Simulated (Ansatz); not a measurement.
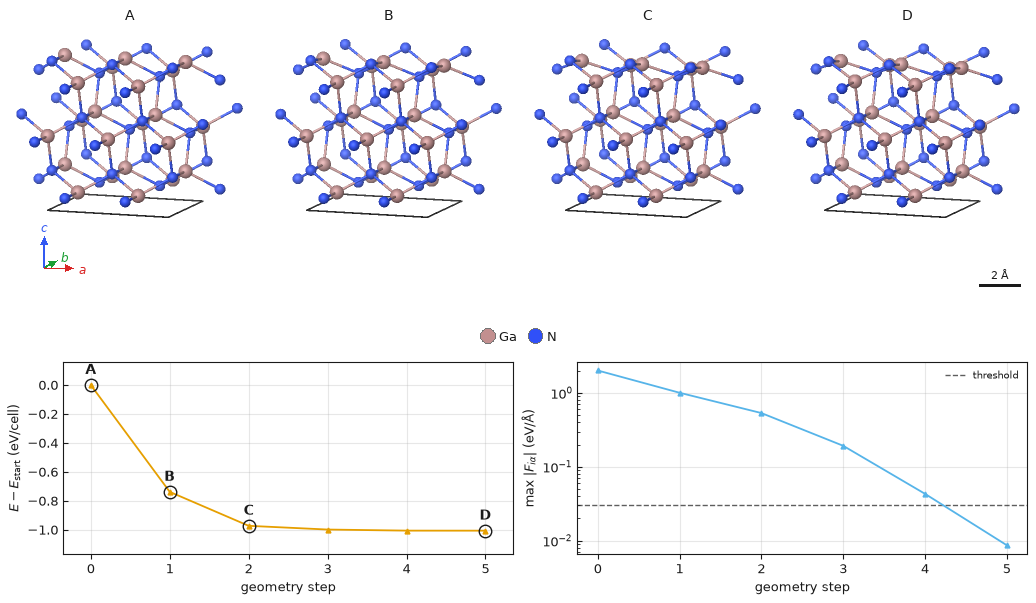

Frames of a constrained relaxation of a slab of composition GaN (cut from the P6_3mc phase), marked on the history of the run. The picture is a ball-and-stick view of the cell of the calculation, outlined in the plane, without the vacuum (origin shifted), seen slightly off an axis.

Case: clean slab, lower planes held. The slab is the (1 0 0) face of GaN. 12 atoms are held fixed.

Theory: Ansatz, DFT PBE+D3(BJ), scalar-relativistic, plane waves, PAW. Set-up: plane-wave cutoff 420 eV; k-point mesh 3 × 3 × 1; occupations gaussian; smearing width 0.05 eV; no spin polarisation; dipole correction; atoms relaxed in a fixed cell; force threshold 0.03 eV/Å; at most 70 steps.

> Describe the path.

The energy falls by 1.006 eV per cell of the calculation in 5 geometry steps. Largest force component: 2 eV/Å at the start, 0.0087 eV/Å at the end. The largest moves, 0.32 Å, are those of Ga atoms. Largest moves by element: Ga 0.32 Å, N 0.03 Å. The cell stays as it was. Among the contacts that change: Ga–N 1.962 → 1.825 Å, Ga–N 1.954 → 2.050 Å, Ga–N 1.954 → 1.898 Å, Ga–N 1.954 → 1.933 Å. Bond angles that change, for instance: Ga–N–Ga 109.7° → 99.5°, N–Ga–N 109.2° → 118.5°, Ga–N–Ga 109.2° → 115.1°. The run took 2.1 min on 4 threads of Arm Neoverse V1, with other jobs on the host, peak memory 1.8 GiB. From step 0 to 1: Ga atoms move most (0.19 Å), energy −0.738 eV per cell of the calculation. From step 1 to 2: Ga atoms move most (0.12 Å), energy −0.235 eV per cell of the calculation. From step 2 to 5: N atoms move most (0.04 Å), energy −33.5 meV per cell of the calculation.
